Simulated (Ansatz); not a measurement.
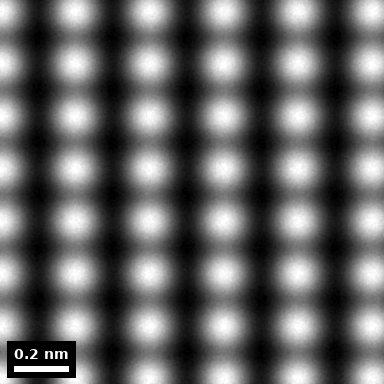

HAADF-like image of a crystal. The image is simulated as a sum over atoms of Z^1.6, blurred by a 1.26 Å probe (no channelling). The display is stretched by a gamma of 0.8; percentages refer to the linear signal. Shot noise was added.

What two-dimensional lattice does the image show, and how large is its cell?

The pattern repeats on a rectangular net of 1.9 × 2.7 Å.

What is the plane group of the image?

p2mm: mirror lines in two perpendicular directions, with twofold points where they cross.

How many columns does the smallest repeating cell hold, and how many levels of brightness?

1 column in the primitive cell of 5.2 Å², all of one brightness.

The crystal is Nb (Pm-3m, No. 221) seen along [110]. Model: coordinates from a relaxation with DFT, m-r2SCAN, plane waves (500 eV) with PAW, scalar-relativistic (Ansatz 0.2.0); the starting structure was generated, so it need not be a known form of this composition.
